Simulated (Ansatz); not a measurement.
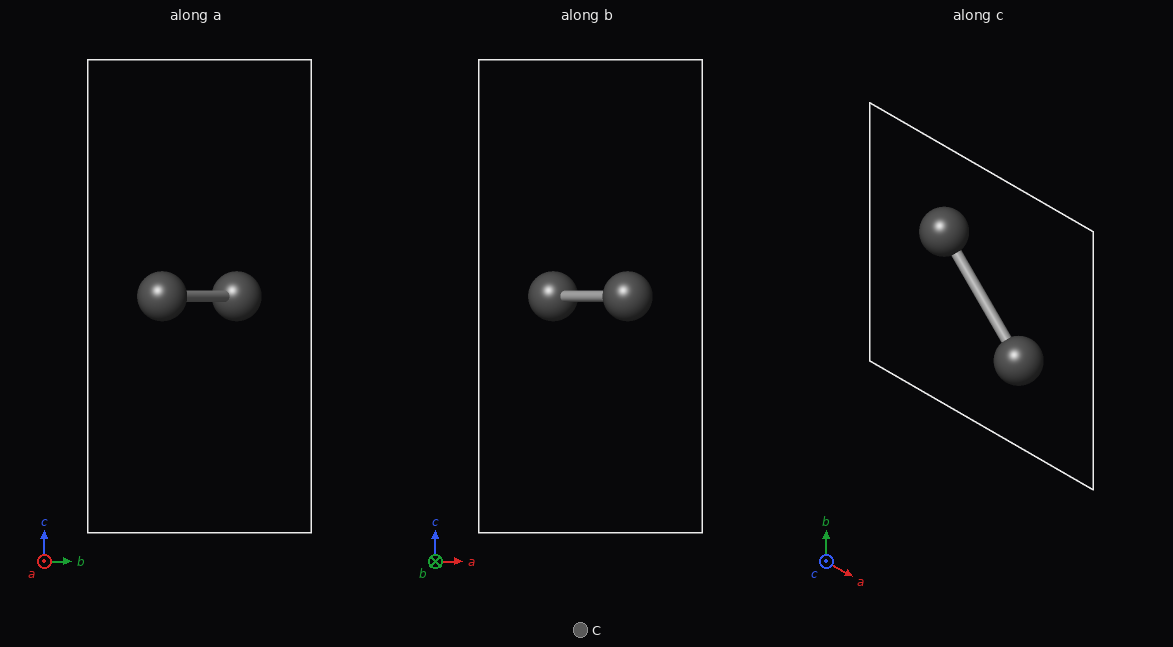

Drawn in the ball-and-stick manner and seen along the a axis, along the b axis and along the c axis. The edges of the conventional unit cell are marked.

Lattice parameters: a = 2.4665 Å, b = 2.4665 Å, c = 4.5224 Å, α = 90.000°, β = 90.000°, γ = 120.000°.

From the views, write a CIF in P1 with every atom of the cell.

Answer.
```cif
data_structure
_symmetry_space_group_name_H-M 'P 1'
_symmetry_Int_Tables_number 1
_cell_length_a 2.4665
_cell_length_b 2.4665
_cell_length_c 4.5224
_cell_angle_alpha 90.000
_cell_angle_beta 90.000
_cell_angle_gamma 120.000
_cell_volume 23.83
loop_
_atom_site_label
_atom_site_type_symbol
_atom_site_fract_x
_atom_site_fract_y
_atom_site_fract_z
_atom_site_occupancy
C1 C 0.3333 0.6667 0.5000 1
C2 C 0.6667 0.3333 0.5000 1
```

It goes back to a structure type filled with this element by a generator (whether the element takes this form wasn't checked). It is drawn as it came out of a relaxation with DFT PBE, scalar-relativistic, plane waves, PAW in Ansatz.
